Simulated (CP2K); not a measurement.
# Energy of SiSe along an even scaling of the cell

System: SiSe (P-6m2, 2 atoms in the cell).
Method: Kohn-Sham DFT of a periodic cell, PBE, GTH-PBE with UZH-TZVP basis, no spin polarisation (CP2K 2026.2).

The 6 runs differ only in the geometry, by an even scaling of the cell at fixed fractional positions. The structure was built on a prototype by a generator; it need not be a known phase.

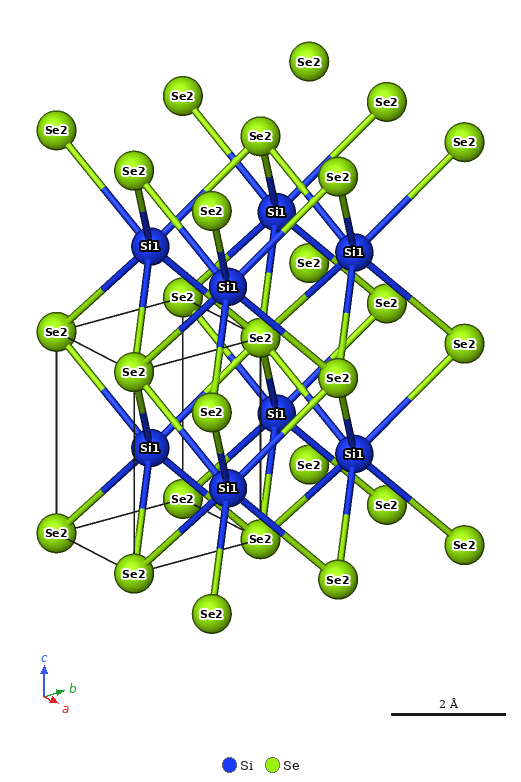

Figure 1. The structure of run 4 (ball-and-stick view of the cell of the calculation, repeated 2 × 2 × 2, seen slightly off an axis; atoms are numbered from 1 in the order of the input). An atom can appear more than once, as a periodic image.

### Input of run 4
```
&GLOBAL
  PROJECT sise_eos
  RUN_TYPE ENERGY_FORCE
  PRINT_LEVEL LOW
&END GLOBAL
&FORCE_EVAL
  METHOD QS
  STRESS_TENSOR ANALYTICAL
  &DFT
    BASIS_SET_FILE_NAME BASIS_MOLOPT_UZH
    POTENTIAL_FILE_NAME POTENTIAL_UZH
    WFN_RESTART_FILE_NAME previous-RESTART.kp
    &MGRID
      CUTOFF 450
      REL_CUTOFF 60
      NGRIDS 5
    &END MGRID
    &QS
      METHOD GPW
      EPS_DEFAULT 1.0E-10
    &END QS
    &KPOINTS
      SCHEME MONKHORST-PACK 9 9 7
      GAMMA_CENTERED T
      SYMMETRY T
      SYMMETRY_BACKEND SPGLIB
    &END KPOINTS
    &SCF
      SCF_GUESS RESTART
      EPS_SCF 1.0E-6
      MAX_SCF 100
      ADDED_MOS 10
      CHOLESKY OFF
      EPS_EIGVAL 1.0E-7
      &DIAGONALIZATION ON
        ALGORITHM STANDARD
      &END DIAGONALIZATION
      &MIXING ON
        METHOD BROYDEN_MIXING
        ALPHA 0.4
        BETA 1.5
        NBUFFER 8
      &END MIXING
      &SMEAR ON
        METHOD FERMI_DIRAC
        ELECTRONIC_TEMPERATURE [K] 580.226
      &END SMEAR
    &END SCF
    &XC
      &XC_FUNCTIONAL PBE
      &END XC_FUNCTIONAL
    &END XC
    &PRINT
      &KPOINTS ON
      &END KPOINTS
      &MULLIKEN ON
      &END MULLIKEN
      &MO ON
        ENERGIES T
        OCCUPATION_NUMBERS T
        &EACH
          QS_SCF 0
        &END EACH
        ADD_LAST NUMERIC
      &END MO
    &END PRINT
  &END DFT
  &SUBSYS
    &CELL
      A 3.6190099654 0.0000000000 0.0000000000
      B -1.8095049827 3.1341500049 0.0000000000
      C 0.0000000000 0.0000000000 3.6225633436
      PERIODIC XYZ
    &END CELL
    &COORD
      SCALED
      Si  0.6666700000 0.3333300000 0.5000000000
      Se  0.0000000000 0.0000000000 0.0000000000
    &END COORD
    &KIND Si
      BASIS_SET TZVP-MOLOPT-PBE-GTH-q4
      POTENTIAL GTH-PBE-q4
    &END KIND
    &KIND Se
      BASIS_SET TZVP-MOLOPT-PBE-GTH-q6
      POTENTIAL GTH-PBE-q6
    &END KIND
    &PRINT
      &ATOMIC_COORDINATES ON
      &END ATOMIC_COORDINATES
      &CELL ON
      &END CELL
    &END PRINT
  &END SUBSYS
  &PRINT
    &FORCES ON
    &END FORCES
    &STRESS_TENSOR ON
    &END STRESS_TENSOR
  &END PRINT
&END FORCE_EVAL
```

Command:
```bash
OMP_NUM_THREADS=1 cp2k.psmp -i sise_eos.inp -o sise_eos.out
```

Lattice vectors (Å) and fractional positions of run 4:
```
   3.619010    0.000000    0.000000
  -1.809505    3.134150    0.000000
   0.000000    0.000000    3.622563
Si  0.666670  0.333330  0.500000
Se  0.000000  0.000000  0.000000
```

Run 3 differs from it as follows:
```diff
-      A 3.6190099654 0.0000000000 0.0000000000
-      B -1.8095049827 3.1341500049 0.0000000000
-      C 0.0000000000 0.0000000000 3.6225633436
+      A 3.5710704139 0.0000000000 0.0000000000
+      B -1.7855352070 3.0926331959 0.0000000000
+      C 0.0000000000 0.0000000000 3.5745767219
```

### Results, with one run withheld

```tsv
run	volume per atom (Å³)	free energy per atom, from the lowest run given (meV)	pressure (GPa)
1	18.933	20.67	4.64
2	19.336	10.75	3.27
3	19.739	?	?
4	20.544	0.00	−0.29
5	20.947	2.02	−1.30
6	21.350	6.49	−2.24
```

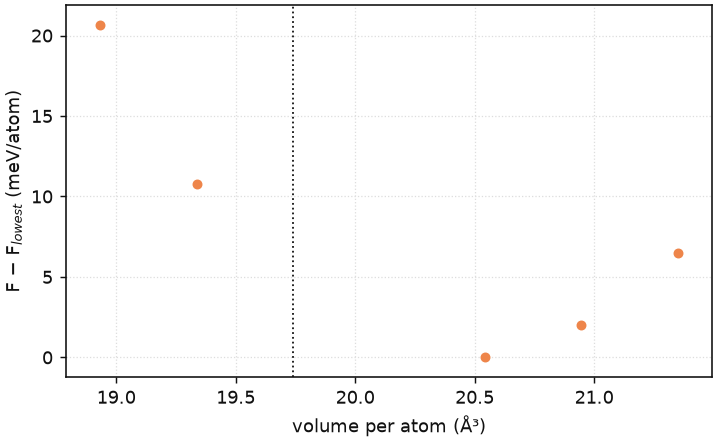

Figure 2. Free energy per atom of the runs given; the dotted line marks run 3.

What should run 3 give?

A cubic polynomial in V^(−2/3) (the Birch–Murnaghan form), fitted to the 5 runs given, misses them by at most 0.01 meV per atom. With x = V^(−2/3) − 0.13489 Å⁻², it reads F = 0.44578 + 965.44 x + 4.3174e+05 x² − 1.9606e+06 x³ (meV per atom). At run 3 it gives 4.15 meV per atom, and the run itself gives 4.13. The slope of the fit gives a pressure −dF/dV of 1.99 GPa there, and the run prints 2.00 GPa. The fit has its minimum at 20.437 Å³ per atom, where V d²F/dV² gives 54.7 GPa. Cell shape and fractional positions are held, so this is the stiffness under even scaling; the relaxed bulk modulus wasn't computed.

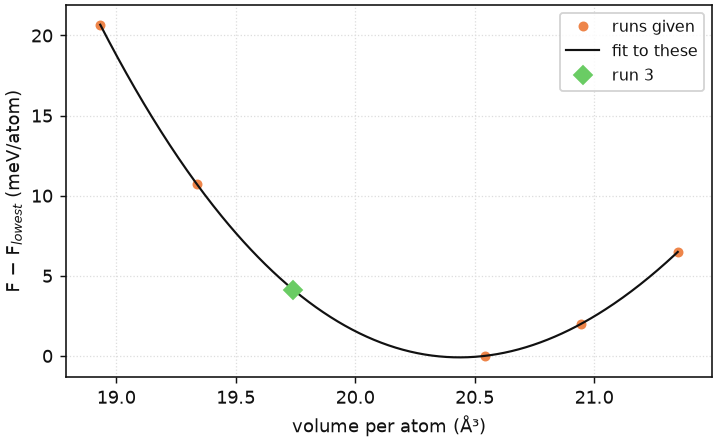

Figure 3. The fit and the withheld run.

### Some lines of the output (run 3)
```
[...]
 CELL_REF| Volume [angstrom^3]:                                        39.477664
                        Smear method:                                FERMI_DIRAC
  Step     Update method      Time    Convergence         Total energy    Change
  Fermi energy:                                                 0.24755791820468
  Total energy:                                               -13.34396972736495
  Total energy (extrapolated to T->0):                        -13.34382228376915
 MO| E(Fermi):            0.247558 a.u.          6.736394 eV
 MO| Band gap:            0.102469 a.u.          2.788328 eV
 MO| Band gap:            0.159178 a.u.          4.331447 eV
 MO| Band gap:            0.094738 a.u.          2.577941 eV
 MO| Band gap:            0.124476 a.u.          3.387159 eV
 MO| Band gap:            0.124473 a.u.          3.387093 eV
 MO| Band gap:            0.102469 a.u.          2.788324 eV
 MO| Band gap:            0.159173 a.u.          4.331314 eV
```
